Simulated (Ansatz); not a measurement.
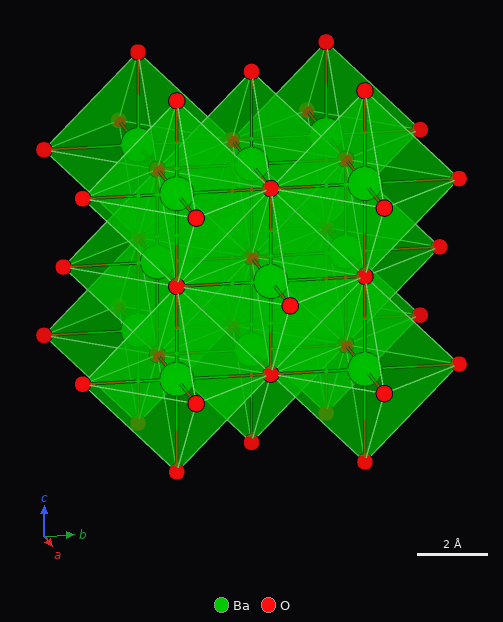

The input geometry (polyhedral view of the cell 4 times as large as that of the calculation, set on its symmetry axes, seen slightly off an axis; polyhedra are completed across the faces of the cell).

BaO: single-point calculation

BaO (Fm-3m, 2 atoms in the cell), computed with DFT, PBEsol, plane waves, PAW, no spin polarisation (Ansatz 0.2.0).

The structure was built on a prototype by a generator. The geometry comes from this level: r2SCAN. It belongs to a series of runs on one base structure; here: basis.ecutwfc = 200.

### What the program printed
```
Warning: basis.ecutwfc = 200 eV is below the records' recommended 420 eV, and the density's cutoff is lower with it unless basis.ecutrho_ratio is high enough to keep the records' density cutoff: compare with a run at a higher cutoff
scf.n_extra_bands = 4 over 8 filled bands (N_el = 16.0): the run solves 12 bands
Engine: ansatz 0.2.0, x86_64-unknown-linux-gnu
Pseudopotentials: kind: paw
Pseudopotential: Ba, paw, valence charge 10, recommended cutoff 420 eV (normal), Ba.paw.azcp
Pseudopotential: O, paw, valence charge 6, recommended cutoff 420 eV (normal), O.paw.azcp
Functional definition: PBEsol
  exchange = pbesol_x
  correlation = pbesol_c
Crystal: 2 atoms, lattice volume = 42.597 Å³
Basis set: ecut = 200 eV, 283 PW (Γ), exchange–correlation on 40×40×40 points (8 copies of the dense FFT grid, shifted against one another)
Bands: 12, of which v1, the nominal top of the filled ones, is band 8 counted from 1 (7 counted from 0)
Symmetry: 48 space group operations
Space group: Fm-3m (ITA 225), of the structure as read, at distance tolerance 3.5e-5 Å
k-points: 16 of 216
Non-local potential: Ba, projectors of the file, l = 0: 3, l = 1: 2, l = 2: 2, l = 3: 2
Non-local potential: O, projectors of the file, l = 0: 2, l = 1: 2, l = 2: 1
PAW form: soft (Blöchl's): semilocal exchange-correlation on the pseudo side does not see the compensation charge
PAW frozen core: Ba, regenerated for the run's functional, and the local potential with it (the file was generated under x = pbe(κ = 0.804, μ = 0.2195149727645171), c = pbe(β = 0.06672455060314922))
PAW frozen core: O, regenerated for the run's functional, and the local potential with it (the file was generated under x = pbe(κ = 0.804, μ = 0.2195149727645171), c = pbe(β = 0.06672455060314922))
PAW one-centre angular grid: Ba, 194 points (default); XC on 64 Gauss nodes
PAW one-centre angular grid: O, 110 points (default); XC on 64 Gauss nodes
Initial density: superposition of atomic densities (neutral atoms: chi_scale 0, normalization atom), corrected by the library's trained network
Initial wavefunctions: pseudopotential atomic-orbital guess
Functional: x = pbesol(κ = 0.804, μ = 0.12345679012345678), c = pbesol(β = 0.046)
SCF iter   1: F=—  HF=-6420.063795 eV  |F-HF|=—  |Δ(HF+E_count)|=         —  Δρ=1.19e-1  dr2=3.88e0  ethr=1.77e-3  ⟨swp⟩=4.9  Hψ=1042  notcnv=0  defer=21
preconditioner: auto → none  [insulator: Δε(μ)=0.476 eV  Ē_g=12.960 eV  n_scr=14 (ndim 8)  ℏωp=21.3 eV  f_vac=0.000  ε∞_Penn≈3.7]
SCF iter   2: F=—  HF=-6420.046922 eV  |F-HF|=—  |Δ(HF+E_count)|=   1.69e-2  Δρ=8.46e-2  dr2=3.68e0  ethr=1.77e-3  ⟨swp⟩=3.0  Hψ=552  notcnv=0  defer=22
SCF iter   3: F=—  HF=-6419.170010 eV  |F-HF|=—  |Δ(HF+E_count)|=   8.77e-1  Δρ=2.53e-2  dr2=8.32e-2  ethr=1.77e-3  ⟨swp⟩=2.2  Hψ=352  notcnv=0  defer=25
SCF iter   4: F=—  HF=-6419.160531 eV  |F-HF|=—  |Δ(HF+E_count)|=   9.48e-3  Δρ=8.48e-3  dr2=5.16e-2  ethr=5.20e-4  ⟨swp⟩=2.3  Hψ=385  notcnv=0  defer=27
SCF iter   5: F=—  HF=-6419.149387 eV  |F-HF|=—  |Δ(HF+E_count)|=   1.11e-2  Δρ=1.89e-3  dr2=2.87e-3  ethr=3.22e-4  ⟨swp⟩=2.2  Hψ=250  notcnv=0  defer=8
SCF iter   6: F=—  HF=-6419.148940 eV  |F-HF|=—  |Δ(HF+E_count)|=   4.47e-4  Δρ=8.97e-4  dr2=6.20e-4  ethr=1.79e-5  ⟨swp⟩=1.3  Hψ=206  notcnv=0  defer=15
SCF iter   7: F=—  HF=-6419.148809 eV  |F-HF|=—  |Δ(HF+E_count)|=   1.31e-4  Δρ=1.87e-5  dr2=2.36e-7  ethr=3.87e-6  ⟨swp⟩=2.0  Hψ=240  notcnv=0  defer=12
SCF iter   8: F=—  HF=-6419.148849 eV  |F-HF|=—  |Δ(HF+E_count)|=   3.96e-5  Δρ=4.92e-6  dr2=1.48e-8  ethr=6.25e-10  ⟨swp⟩=5.8  Hψ=1065  notcnv=0
SCF iter   9: F=-6419.148849 eV  HF=-6419.148849 eV  |F-HF|=1.01e-10  |Δ(HF+E_count)|=  1.09e-11  Δρ=7.76e-7  dr2=1.54e-10  ethr=9.28e-11  ⟨swp⟩=1.9  Hψ=572  notcnv=0
SCF 1 converged in 9 iterations: F = -6419.148849 eV  dr2 = 1.54e-10
  greatest PAW one-centre occupation: 0.975 electrons in one spin orbital (limit 2), on the Ba atom at site 0 (counted from 0), in its partial waves of l = 0
```

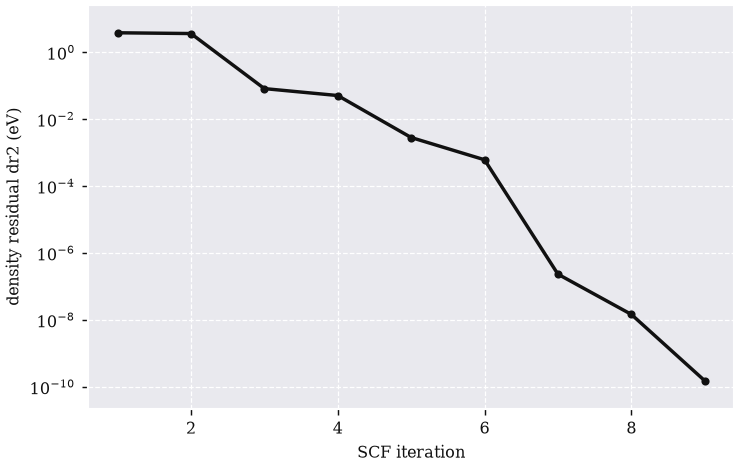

Convergence of the self-consistent field: density residual dr2 against the SCF iteration. The residual falls at every step.

```
SCF converged after 9 iterations
Free energy (F): -6419.148849 eV
Harris-Foulkes:  -6419.148849 eV  (|F-HF|=1.01e-10)
Internal energy: -6419.148849 eV  (E = F + TS)
E sigma→0 (E₀):  -6419.148849 eV
Fermi energy:    8.761249 eV
--- Per-component energies (eV) ---
  E_band       = -19.087603
  E_kinetic    = 356.611855
  E_local      = -547.545916  (includes V_loc(G=0)·N_el)
  E_nonlocal   = 92.730617
  E_hartree    = 190.920099
  E_xc         = -245.682511
  E_vxc        = -236.837905  (∫ρ·V_xc dr)
  E_paw        = -5286.771157  (= ΣΔE_a)
  E_vpaw       = -65.906604  (= ΣTr[D̂ρ^β])
  E_aug_tail   = 0.019903  (compensation charges beyond the density's cutoff)
  E_ewald      = -979.618460
  E_core_change = 0.186721  (= ΣΔE_core)
  E_smearing   = -0.000000  (= −TS)
  E_closure    = -0.000000  (closes the sum)
  Σ components = -6419.148849   (vs F -6419.148849, Δ=0.00e0)
--- Forces (eV/Å), atoms counted from 1 ---
  atom   1  Ba    -0.00000000     0.00000000    -0.00000000
  atom   2  O      0.00000000    -0.00000000    -0.00000000
  max |Σ_I F_I| component: 2.94e-29 eV/Å
--- Stress (GPa, compression-positive) ---
        0.166365      -0.000000      -0.000000
       -0.000000       0.166365      -0.000000
       -0.000000       0.000000       0.166365
  P = ⅓ Tr σ = 0.1664 GPa (1.664 kbar)
--- Band table (eV; the first three rows and the last of 16) ---
  k-point 0: bands = ["-17.3026", "-7.7758", "-1.8586", "-1.8586", "-1.8586", "7.8919", "7.8919", "7.8919", "11.7057", "13.1358", "13.1358", "13.1358"]
  k-point 1: bands = ["-17.2246", "-7.8974", "-1.9795", "-1.8815", "-1.8815", "7.3721", "7.7418", "7.7418", "12.6664", "13.0001", "13.6232", "13.6232"]
  k-point 2: bands = ["-17.0977", "-8.1926", "-2.2115", "-1.9465", "-1.9465", "6.7480", "7.0550", "7.0550", "13.0168", "14.8062", "14.8062", "15.0896"]
  k-point 15: bands = ["-16.9183", "-8.0376", "-3.1512", "-2.6946", "-2.1110", "7.4246", "8.2136", "8.4767", "11.6610", "14.5391", "14.9362", "18.0210"]
```

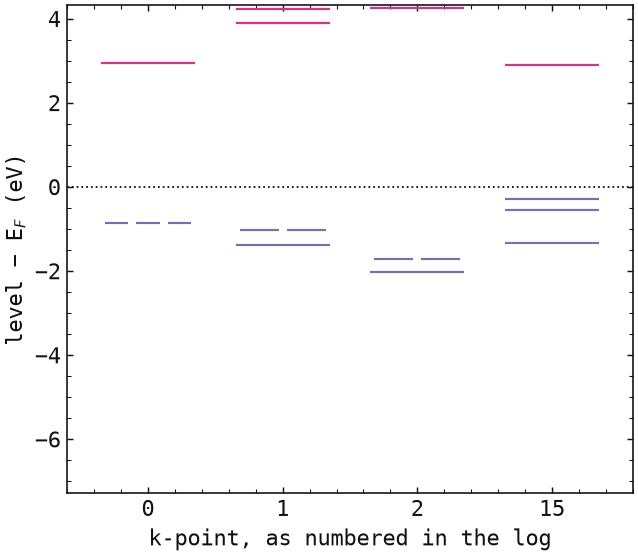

Kohn–Sham levels near the Fermi level (dotted) at the few k-points that the log prints; levels within 0.02 eV of each other stand side by side. Among these points the highest filled and lowest empty levels are 3.18 eV apart; the gap on the full mesh, 1.63 eV, has an edge at a point that isn't printed.

The run was set up as follows.

### Input file
```yaml
crystal:
  lattice:
    - [0.0, 2.771942684, 2.771942684]
    - [2.771942684, 0.0, 2.771942684]
    - [2.771942684, 2.771942684, 0.0]
  atoms:
    - { symbol: Ba, position: [0.0, 0.0, 0.0] }
    - { symbol: O, position: [0.5, 0.5, 0.5] }
kpoints:
  mp_grid: { grid: [6, 6, 6] }
hamiltonian:
  xc: pbesol
scf:
  occupations: { method: fixed }
  n_extra_bands: 4
output:
  forces: true
  stress: true
  eigenvalues: true
basis:
  ecutwfc: 200
```

Launch command:
```bash
ansatz run input.yaml --threads 4 --pin off --max-ram 3686MiB --backend cpu --events-out ev --progress --plain --runs-dir out
```

### Key numbers

| quantity | value |
| --- | --- |
| outcome | converged |
| space group (tolerance 0.01 Å) | Fm-3m (225) |
| electrons treated | 16 |
| free energy | −6419.1488 eV |
| Fermi energy | 8.761 eV |
| gap on the k-point mesh | 1.63 eV |
| pressure | 0.17 GPa |
| largest force (length of the vector) | under 0.001 eV/Å |
| hardware | 4 threads of an x86-64 CPU, shared host |
| wall time | 0.75 s (CPU time 1.4 s) |
| peak memory | 0.29 GiB |

### Remarks

Settings chosen away from the usual ones: basis.ecutwfc = 200. Warnings of the run: the cutoff is below the recommended one.
